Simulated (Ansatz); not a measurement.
# TiSi₂: what the fields show

The calculation's input:

```
crystal:
  lattice:
    - [-1.472872, 1.71213, 4.212083]
    - [1.472872, -1.71213, 4.212083]
    - [1.472872, 1.71213, -4.212083]
  atoms:
    - { symbol: Ti, position: [0.0, 0.0, 0.0] }
    - { symbol: Si, position: [0.670078, 0.670078, 0.0] }
    - { symbol: Si, position: [0.329922, 0.329922, 0.0] }
hamiltonian:
  xc: pbesol
  pseudopotentials: { kind: paw }
kpoints:
  mp_grid: { grid: [12, 12, 12] }
scf:
  occupations: { method: fermi_dirac, width: 0.05 }
output:
  forces: true
  stress: true
  eigenvalues: true
  write_density: true
  write_potential: true
  elf: true
  volumetric_format: npy
```

Run with:

```sh
ansatz run input.yaml --threads 2 --pin off --max-ram 5632MiB --backend cpu --events-out ev --progress --plain --runs-dir out
```

Below, planes, directions and counts refer to the conventional cell (a = 2.95 Å, b = 3.42 Å, c = 8.42 Å, α = 90.00°, β = 90.00°, γ = 90.00°).

Space group Immm; a structure from a database of computed crystals, not necessarily the ambient phase; computed pressure about −4 GPa in this cell.

Method: Kohn-Sham DFT of a periodic cell, PBEsol, Ansatz PAW in Ansatz.

In a PAW calculation such maps are meaningful between the atoms, not at the nuclei.

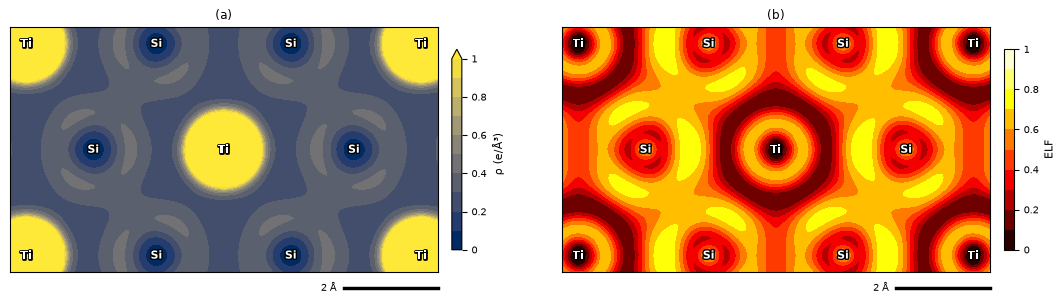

Figure 1. (a) valence charge density (pseudo); (b) electron localisation function on the (11̄0) plane of the conventional cell.

### Interpret the plot.

- The plane passes through Ti and Si nuclei.
- Ti–Si (2.67 Å): the density is about 0.27 e/Å³ at the midpoint; the ELF peaks at about 0.75 in the valence shell of Si, 0.9 Å from its nucleus, and is about 0.35 at the midpoint.
- Ti–Si (2.78 Å): ρ is about 0.27 e/Å³ halfway; the ELF peaks at about 0.80 in the valence shell of Si, 0.9 Å from its nucleus, and is about 0.45 at the midpoint.
- Between the atoms the lowest density in this plane is 0.22 e/Å³.
- The features right at Ti lie inside the PAW spheres, where the map follows smoothed inner orbitals and isn't to be read closely.

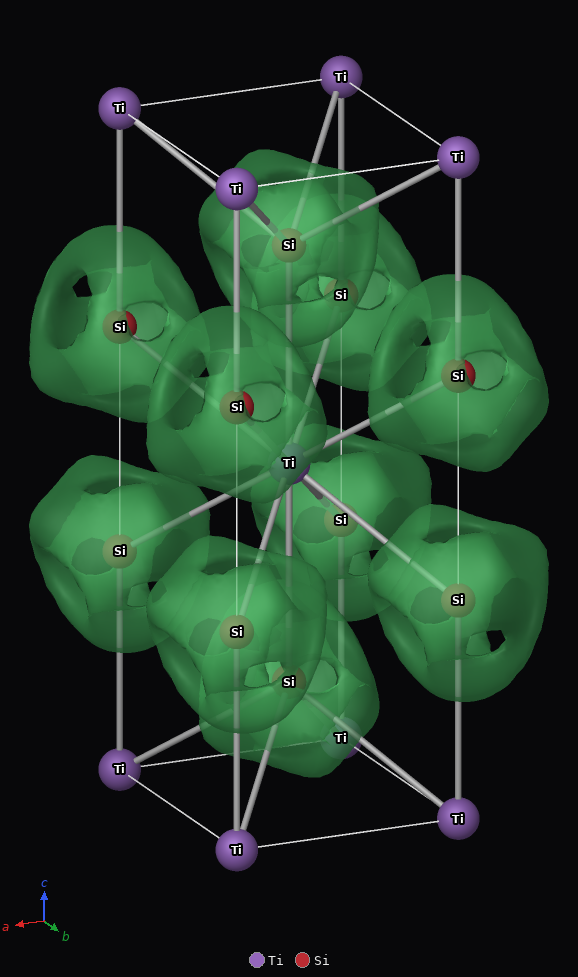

Figure 2. Isosurface of the electron localisation function at 0.65 (green), seen at an oblique angle. Only the valence region is drawn (cores and ρ < 0.01 e/Å³ removed). Sticks mark near contacts.

### Identify the bonds, lone pairs and shells in this picture.

The ELF exceeds this value in four regions wrapped around Si (the valence shell of each), counted in one cell of 6 atoms. Any copies at cell faces, edges or corners count once.

### Does the calculation give a band gap?

It is gapless in this calculation (a metal or semimetal).
